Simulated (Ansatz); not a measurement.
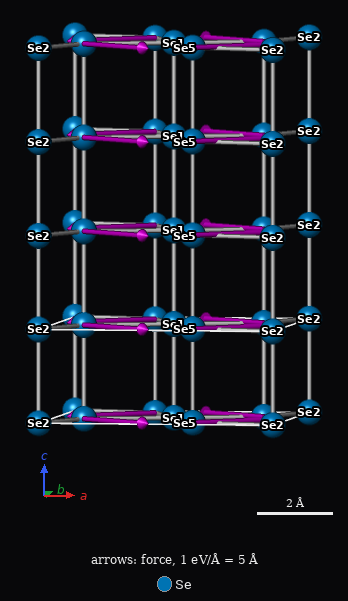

Starting geometry of solid Se (a generated structure, set up in P4/mbm) (coarse preliminary run) with the computed forces as purple arrows. A ball-and-stick model of the cell of the calculation, repeated 1 × 1 × 4 with one cell outlined, seen from a free direction.

Method: Ansatz, DFT PBE, scalar-relativistic, plane waves, PAW. Set-up: plane-wave cutoff 420 eV; k-point mesh 4 × 4 × 6; occupations gaussian; smearing width 0.1 eV; no spin polarisation; cell and atoms relaxed; force threshold 0.04 eV/Å; at most 70 steps.

### Is this structure relaxed? If not, where do the atoms go?

It isn't relaxed: the largest force vector, on Se atoms, is 0.59 eV/Å. Measured relative to the changing cell, the final displacements run against the starting forces (cosine between the two patterns −1.00). The largest moves relative to the cell, 0.18 Å, are those of Se atoms. The drawn cell changes as follows: a = b 6.322 → 7.185 Å (+13.7 %), c 2.505 → 2.975 Å (+18.7 %); the volume changes by +53.4 %. Some distances before and after: Se–Se 2.505 → 2.975 Å, Se–Se 2.453 → 2.869 Å, Se–Se 2.446 → 2.413 Å. Bond angles that change, for instance: Se–Se–Se 131.3° → 124.6°, Se–Se–Se 114.4° → 117.7°. The space group stays P4/mbm (No. 127). Over 10 accepted moves (14 points after the start) the energy falls by 898 meV per atom. Largest force component: 0.42 eV/Å at the start, 0.015 eV/Å at the end. The pressure goes from 48.78 to 0.12 GPa. The line search rejected the trial steps at points 6, 10 of the run. The SCF was repeated twice at an unchanged geometry on a basis and grid sized afresh for the cell, which shifted the energy by 8.7 meV per atom at most.

Limits of the set-up: the k-point mesh is coarse for a cell with partly filled bands.
